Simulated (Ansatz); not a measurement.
**Two runs on Ge₁₃Si₃**

System: Ge₁₃Si₃ (16 atoms in the cell).
Method of run 1: DFT PBEsol, scalar-relativistic, plane waves, PAW, no spin polarisation (Ansatz 0.2.0).

The structure was built on a prototype by a generator; it need not be a known phase. Text and figures count atoms from 1; the logs count them from 0 in places.

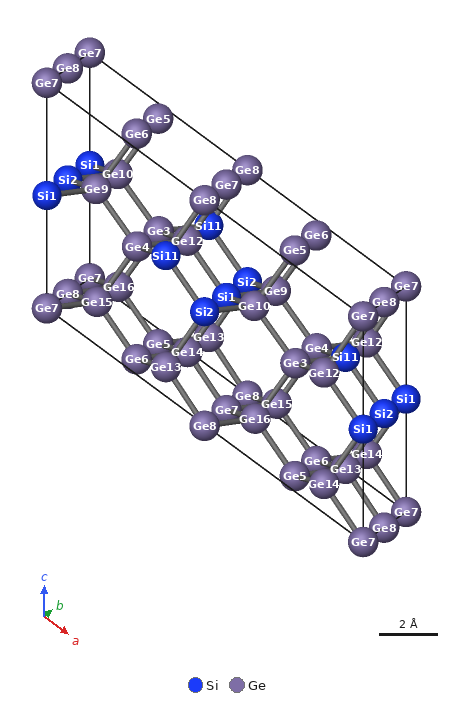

The structure as given in the input (ball-and-stick view of the cell 2 times as large as that of the calculation, set on its symmetry axes, seen slightly off an axis; atoms are numbered from 1 in the order of the input). Near neighbours in the crystal (not all of them lie inside the picture): Si has 4 Ge at 2.40 to 2.41 Å; Si has 3 Ge at 2.41 to 2.42 Å and 1 Si at 2.38 Å; Ge has 3 Ge at 2.44 to 2.46 Å and 1 Si at 2.40 to 2.42 Å; Ge has 4 Ge at 2.43 to 2.45 Å; Ge has 2 Ge at 2.45 to 2.46 Å and 2 Si at 2.41 to 2.42 Å.

## Input, run 1
```yaml
crystal:
  lattice:
    - [0.0010817937, 5.6223443528, -5.622434512]
    - [5.6234261464, 5.6234261464, 0.0]
    - [5.6233582562, 6.78902e-05, -5.6234484154]
  atoms:
    - { symbol: Si, position: [0.5000014571, 9.52164e-05, 0.4998081101] }
    - { symbol: Si, position: [0.504236624, 0.4985894496, 0.4985844768] }
    - { symbol: Ge, position: [-0.0014525411, 0.0044829428, 0.498430041] }
    - { symbol: Ge, position: [-0.0014525411, 0.4985395573, 0.498430041] }
    - { symbol: Ge, position: [0.4999055985, 6.46623e-05, 0.0001421244] }
    - { symbol: Ge, position: [0.4999055985, 0.4998876147, 0.0001421244] }
    - { symbol: Ge, position: [-9.9597e-05, 6.4218e-06, 8.67535e-05] }
    - { symbol: Ge, position: [-0.0014948686, 0.498480873, 0.0045331225] }
    - { symbol: Ge, position: [0.3780204787, 0.3719617869, 0.3780311549] }
    - { symbol: Ge, position: [0.3780204787, 0.8719865795, 0.3780311549] }
    - { symbol: Si, position: [0.8707128913, 0.3763504306, 0.3765862475] }
    - { symbol: Ge, position: [0.8704521834, 0.8764288827, 0.3766900513] }
    - { symbol: Ge, position: [0.3766141464, 0.3764684767, 0.8704489001] }
    - { symbol: Ge, position: [0.3766827298, 0.8764704512, 0.8703763678] }
    - { symbol: Ge, position: [0.8749736806, 0.3751555738, 0.8748396649] }
    - { symbol: Ge, position: [0.8749736806, 0.8750310807, 0.8748396649] }
basis:
  ecutwfc: 420
kpoints:
  mp_grid: { grid: [3, 3, 3] }
  band_path: { path: [[0.0, 0.0, 0.0], [-0.020833, 0.0, 0.020833]], npoints: 1 }
hamiltonian:
  xc: pbesol
scf:
  occupations: { method: gaussian, width: 0.01 }
  n_extra_bands: 11
output:
  forces: true
  stress: true
  eigenvalues: true
```

Launched with:
```bash
ansatz run input.yaml --threads 4 --pin off --max-ram 10240MiB --backend cpu --events-out ev --progress --plain --runs-dir out
```

Hardware: 4 threads of Intel Xeon @ 2.50GHz (Skylake/Cascade Lake), 256 GiB of memory available, shared host.

## Output, shortened to warnings, some set-up lines, iterations and results (run 1)
```
Basis set: ecut = 420 eV, 6879 PW (Γ), exchange–correlation on 108×108×108 points (8 copies of the dense FFT grid, shifted against one another)
Symmetry: 2 space group operations
k-points: 10 of 27 (time reversal used)
Initial density: superposition of atomic densities (neutral atoms: chi_scale 0, normalization atom), corrected by the library's trained network
[...]
SCF iter   1: F=—  HF=-57159.487704 eV  |F-HF|=—  |Δ(HF+E_count)|=         —  Δρ=2.06e-3  dr2=2.24e-2  ethr=1.77e-3  ⟨swp⟩=6.0  Hψ=3890  notcnv=0
SCF iter   2: F=—  HF=-57159.474408 eV  |F-HF|=—  |Δ(HF+E_count)|=   1.33e-2  Δρ=1.22e-3  dr2=6.65e-3  ethr=1.16e-5  ⟨swp⟩=3.0  Hψ=2178  notcnv=0  defer=48
SCF iter   3: F=—  HF=-57159.474547 eV  |F-HF|=—  |Δ(HF+E_count)|=   1.39e-4  Δρ=4.81e-4  dr2=6.93e-4  ethr=3.43e-6  ⟨swp⟩=2.1  Hψ=2065  notcnv=0  defer=48
SCF iter   4: F=—  HF=-57159.473987 eV  |F-HF|=—  |Δ(HF+E_count)|=   5.60e-4  Δρ=1.45e-4  dr2=1.31e-4  ethr=3.57e-7  ⟨swp⟩=2.0  Hψ=2002  notcnv=0  defer=48
SCF iter   5: F=—  HF=-57159.474064 eV  |F-HF|=—  |Δ(HF+E_count)|=   7.69e-5  Δρ=4.19e-5  dr2=8.61e-6  ethr=6.75e-8  ⟨swp⟩=2.0  Hψ=1352  notcnv=0  defer=48
SCF iter   6: F=—  HF=-57159.474034 eV  |F-HF|=—  |Δ(HF+E_count)|=   2.96e-5  Δρ=1.41e-5  dr2=5.59e-7  ethr=4.44e-9  ⟨swp⟩=2.0  Hψ=2002  notcnv=0  defer=48
SCF iter   7: F=—  HF=-57159.474034 eV  |F-HF|=—  |Δ(HF+E_count)|=   2.02e-7  Δρ=5.03e-6  dr2=7.69e-8  ethr=5.15e-11  ⟨swp⟩=8.6  Hψ=4609  notcnv=0
SCF iter   8: F=-57159.474034 eV  HF=-57159.474034 eV  |F-HF|=2.14e-9  |Δ(HF+E_count)|=   3.38e-9  Δρ=1.07e-6  dr2=2.87e-9  ethr=3.96e-11  ⟨swp⟩=4.1  Hψ=3331  notcnv=0
SCF 1 converged in 8 iterations: F = -57159.474034 eV  dr2 = 2.87e-9
NSCF: frozen V_eff on 2 k-points
SCF converged after 8 iterations
Free energy (F): -57159.474034 eV
Harris-Foulkes:  -57159.474034 eV  (|F-HF|=2.14e-9)
Internal energy: -57159.474034 eV  (E = F + TS)
E sigma→0 (E₀):  -57159.474034 eV
Fermi energy:    8.091621 eV
--- Per-component energies (eV) ---
  E_band       = -1991.169964
  E_kinetic    = 1571.301056
  E_local      = -33964.868142  (includes V_loc(G=0)·N_el)
  E_nonlocal   = 5543.104568
  E_hartree    = 14964.352129
  E_xc         = -1138.241866
  E_vxc        = -981.691631  (∫ρ·V_xc dr)
  E_paw        = -27229.129550  (= ΣΔE_a)
  E_vpaw       = -4087.728791  (= ΣTr[D̂ρ^β])
  E_aug_tail   = 0.004065  (compensation charges beyond the density's cutoff)
  E_ewald      = -16918.024147
  E_core_change = 12.027853  (= ΣΔE_core)
  E_smearing   = -0.000000  (= −TS)
  E_closure    = 0.000000  (closes the sum)
  Σ components = -57159.474034   (vs F -57159.474034, Δ=0.00e0)
--- Forces (eV/Å), atoms counted from 1 ---
  atom   1  Si     0.00252826    -0.00252826    -0.00211137
  atom   2  Si    -0.00090091     0.00090091    -0.00981450
  atom   3  Ge     0.01482553    -0.00111526     0.00238540
  atom   4  Ge     0.00111526    -0.01482553     0.00238540
  atom   5  Ge    -0.00179369     0.00689408    -0.00150428
  atom   6  Ge    -0.00689408     0.00179369    -0.00150428
  atom   7  Ge     0.00079139    -0.00079139     0.00883846
  atom   8  Ge     0.00836105    -0.00836105    -0.00081133
  atom   9  Ge    -0.01130052    -0.00211377    -0.00852053
  atom  10  Ge     0.00211377     0.01130052    -0.00852053
  atom  11  Si    -0.00357965     0.00357965    -0.00204629
  atom  12  Ge     0.00492235    -0.00492235     0.01553294
  atom  13  Ge    -0.00253420     0.00253420    -0.00518724
  atom  14  Ge    -0.00832159     0.00832159     0.00972067
  atom  15  Ge    -0.00400330    -0.00467174     0.00057701
  atom  16  Ge     0.00467174     0.00400330     0.00057701
  max |Σ_I F_I| component: 3.47e-6 eV/Å
--- Stress (GPa, compression-positive) ---
       -0.100146       0.003228      -0.005199
        0.003228      -0.100146       0.005199
       -0.005199       0.005199      -0.101132
  P = ⅓ Tr σ = -0.1005 GPa (-1.005 kbar)
```

For run 2 the input was changed thus:
```diff
-  mp_grid: { grid: [3, 3, 3] }
-  band_path: { path: [[0.0, 0.0, 0.0], [-0.020833, 0.0, 0.020833]], npoints: 1 }
+  mp_grid: { grid: [6, 6, 6] }
+  band_path: { path: [VBM, CBM], npoints: 2 }
-  n_extra_bands: 11
```

Predict how the results change.

The free energy of run 2 is 20.2 meV per atom lower, which comes mainly from the change of mesh; a solver setting shouldn't move a converged energy. The number of SCF iterations is the same. The irreducible k-points go from 10 to 68. On the same kind of shared host run 2 took about 18 times as long.

## Output, shortened to warnings, some set-up lines, iterations and results (run 2)
```
Basis set: ecut = 420 eV, 6879 PW (Γ), exchange–correlation on 108×108×108 points (8 copies of the dense FFT grid, shifted against one another)
Symmetry: 2 space group operations
k-points: 68 of 216 (time reversal used)
Initial density: superposition of atomic densities (neutral atoms: chi_scale 0, normalization atom), corrected by the library's trained network
[...]
SCF iter   1: F=—  HF=-57159.811475 eV  |F-HF|=—  |Δ(HF+E_count)|=         —  Δρ=2.64e-3  dr2=3.31e-2  ethr=1.77e-3  ⟨swp⟩=6.0  Hψ=28832  notcnv=0  defer=169
SCF iter   2: F=—  HF=-57159.797394 eV  |F-HF|=—  |Δ(HF+E_count)|=   1.41e-2  Δρ=1.57e-3  dr2=1.05e-2  ethr=1.70e-5  ⟨swp⟩=2.3  Hψ=10485  notcnv=0  defer=917
SCF iter   3: F=—  HF=-57159.797520 eV  |F-HF|=—  |Δ(HF+E_count)|=   1.25e-4  Δρ=5.59e-4  dr2=9.16e-4  ethr=5.40e-6  ⟨swp⟩=2.0  Hψ=14082  notcnv=0  defer=917
SCF iter   4: F=—  HF=-57159.796752 eV  |F-HF|=—  |Δ(HF+E_count)|=   7.68e-4  Δρ=1.57e-4  dr2=1.34e-4  ethr=4.72e-7  ⟨swp⟩=2.0  Hψ=13998  notcnv=0  defer=917
SCF iter   5: F=—  HF=-57159.796851 eV  |F-HF|=—  |Δ(HF+E_count)|=   9.90e-5  Δρ=4.91e-5  dr2=9.82e-6  ethr=6.90e-8  ⟨swp⟩=2.0  Hψ=9215  notcnv=0  defer=917
SCF iter   6: F=—  HF=-57159.796827 eV  |F-HF|=—  |Δ(HF+E_count)|=   2.43e-5  Δρ=2.04e-5  dr2=1.01e-6  ethr=5.06e-9  ⟨swp⟩=2.0  Hψ=13635  notcnv=0  defer=917
SCF iter   7: F=—  HF=-57159.796826 eV  |F-HF|=—  |Δ(HF+E_count)|=   2.41e-7  Δρ=4.96e-6  dr2=8.15e-8  ethr=5.15e-11  ⟨swp⟩=9.0  Hψ=41218  notcnv=0
SCF iter   8: F=-57159.796826 eV  HF=-57159.796826 eV  |F-HF|=2.57e-9  |Δ(HF+E_count)|=   2.24e-8  Δρ=1.74e-6  dr2=4.70e-9  ethr=4.20e-11  ⟨swp⟩=4.0  Hψ=22971  notcnv=0
SCF 1 converged in 8 iterations: F = -57159.796826 eV  dr2 = 4.70e-9
NSCF: frozen V_eff on 68 k-points
NSCF: frozen V_eff on 68 k-points
NSCF: frozen V_eff on 68 k-points
NSCF: frozen V_eff on 68 k-points
NSCF: frozen V_eff on 33 k-points
NSCF: frozen V_eff on 11 k-points
NSCF: frozen V_eff on 29 k-points
NSCF: frozen V_eff on 22 k-points
NSCF: frozen V_eff on 10 k-points
NSCF: frozen V_eff on 15 k-points
NSCF: frozen V_eff on 11 k-points
NSCF: frozen V_eff on 8 k-points
NSCF: frozen V_eff on 16 k-points
NSCF: frozen V_eff on 12 k-points
NSCF: frozen V_eff on 10 k-points
NSCF: frozen V_eff on 4 k-points
NSCF: frozen V_eff on 3 k-points
SCF converged after 8 iterations
Free energy (F): -57159.796826 eV
Harris-Foulkes:  -57159.796826 eV  (|F-HF|=2.57e-9)
Internal energy: -57159.796826 eV  (E = F + TS)
E sigma→0 (E₀):  -57159.796826 eV
Fermi energy:    8.083466 eV
--- Per-component energies (eV) ---
  E_band       = -1993.278727
  E_kinetic    = 1570.506499
  E_local      = -33961.221705  (includes V_loc(G=0)·N_el)
  E_nonlocal   = 5541.607534
  E_hartree    = 14960.854139
  E_xc         = -1138.493099
  E_vxc        = -981.917862  (∫ρ·V_xc dr)
  E_paw        = -27227.057965  (= ΣΔE_a)
  E_vpaw       = -4083.978354  (= ΣTr[D̂ρ^β])
  E_aug_tail   = 0.004064  (compensation charges beyond the density's cutoff)
  E_ewald      = -16918.024147
  E_core_change = 12.027853  (= ΣΔE_core)
  E_smearing   = -0.000000  (= −TS)
  E_closure    = -0.000000  (closes the sum)
  Σ components = -57159.796826   (vs F -57159.796826, Δ=0.00e0)
--- Forces (eV/Å), atoms counted from 1 ---
  atom   1  Si     0.00027882    -0.00027882     0.00013129
  atom   2  Si     0.00023595    -0.00023595    -0.00024943
  atom   3  Ge     0.00006164    -0.00011036    -0.00005589
  atom   4  Ge     0.00011036    -0.00006164    -0.00005589
  atom   5  Ge     0.00041043    -0.00028326    -0.00003742
  atom   6  Ge     0.00028326    -0.00041043    -0.00003742
  atom   7  Ge     0.00013516    -0.00013516     0.00009532
  atom   8  Ge     0.00017156    -0.00017156     0.00020056
  atom   9  Ge    -0.00025587     0.00009626     0.00022702
  atom  10  Ge    -0.00009626     0.00025587     0.00022702
  atom  11  Si    -0.00016241     0.00016241    -0.00021759
  atom  12  Ge    -0.00017261     0.00017261    -0.00013185
  atom  13  Ge    -0.00025355     0.00025355     0.00006071
  atom  14  Ge    -0.00021902     0.00021902     0.00000856
  atom  15  Ge    -0.00017988     0.00034626    -0.00008435
  atom  16  Ge    -0.00034626     0.00017988    -0.00008435
  max |Σ_I F_I| component: 3.70e-6 eV/Å
--- Stress (GPa, compression-positive) ---
        0.000053       0.000785       0.000027
        0.000785       0.000053      -0.000027
        0.000027      -0.000027      -0.000085
  P = ⅓ Tr σ = 0.0000 GPa (0.000 kbar)
```

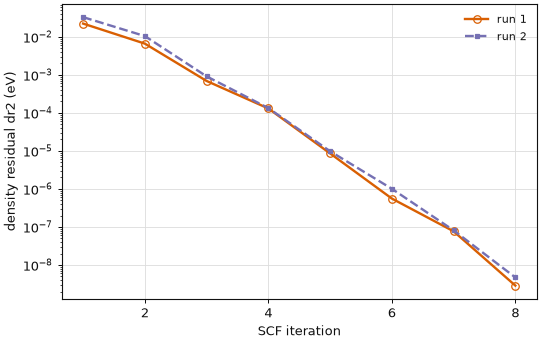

Convergence of the two runs: density residual dr2 against the SCF iteration. Run 1 takes 8 iterations in all, and run 2 takes 8.

## The two runs side by side

| quantity | run 1 | run 2 |
| --- | --- | --- |
| outcome | converged | converged |
| free energy per atom (eV) | −3572.4671 | −3572.4873 |
| gap on the mesh (eV) | 0.14 | 0.14 |
| pressure (GPa) | −0.10 | 0.00 |
| largest force (eV/Å) | 0.017 | 0.001 |
| SCF iterations | 8 | 8 |
| irreducible k-points | 10 | 68 |
| plane waves at Γ | 6879 | 6879 |
| wall time (shared host) | 21 s | 6.5 min |
